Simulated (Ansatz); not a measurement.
Si (space group Cmmm, No. 65). Coordinates: the geometry relaxed with DFT PBE, scalar-relativistic, plane waves, PAW in Ansatz 0.2.0; the starting structure was generated, so it need not be a known form of this composition.

```cif
data_structure
_symmetry_space_group_name_H-M 'Cmmm'
_symmetry_Int_Tables_number 65
_cell_length_a 3.6773
_cell_length_b 9.2636
_cell_length_c 3.6172
_cell_angle_alpha 90.000
_cell_angle_beta 90.000
_cell_angle_gamma 90.000
_cell_volume 123.22
loop_
_atom_site_label
_atom_site_type_symbol
_atom_site_symmetry_multiplicity
_atom_site_Wyckoff_symbol
_atom_site_fract_x
_atom_site_fract_y
_atom_site_fract_z
_atom_site_occupancy
Si1 Si 4 i 0.50000 0.32868 0.00000 1
Si2 Si 2 d 0.00000 0.00000 0.50000 1
```

Bonds are taken as Si–Si below 2.7 Å; no other contact counts. The graph is simplified in the usual way: terminal and isolated atoms are pruned, two-connected atoms become edges.

Derive the underlying net.

The result is a binodal (4,4)-connected, three-periodic net: Si(2d) is a 4-connected node; Si(4i) is a 4-connected node, in the ratio 1:2. It is a single net, without interpenetration.

| node | links | point symbol | coordination sequence |
| --- | --- | --- | --- |
| Si(2d) | 4 | 4²·6²·8² | 4 10 24 40 64 |
| Si(4i) | 4 | 4·6⁴·8 | 4 11 24 41 62 |

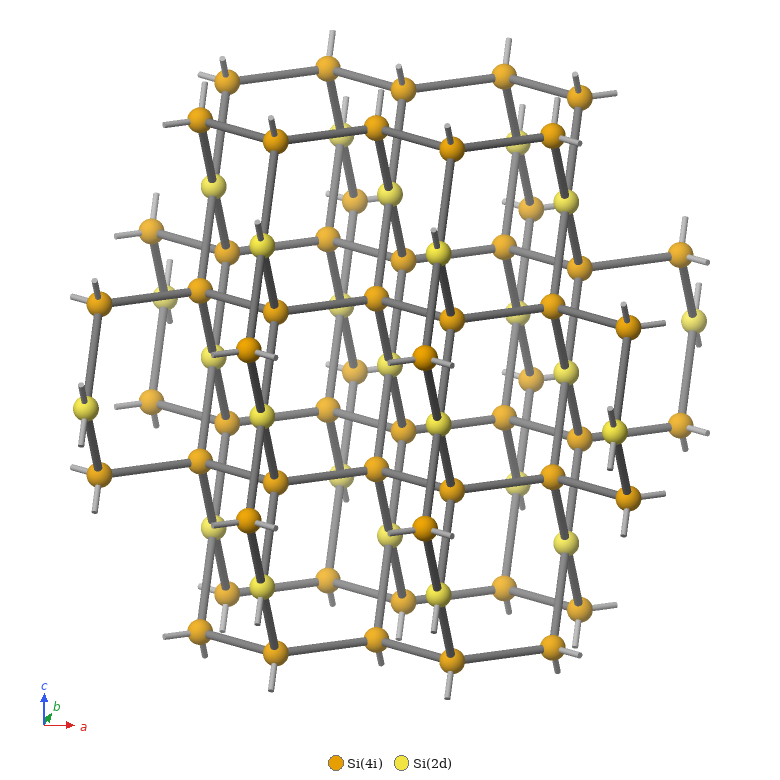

Nodes are coloured by topological kind. Edges to nodes outside the piece are drawn as stubs.
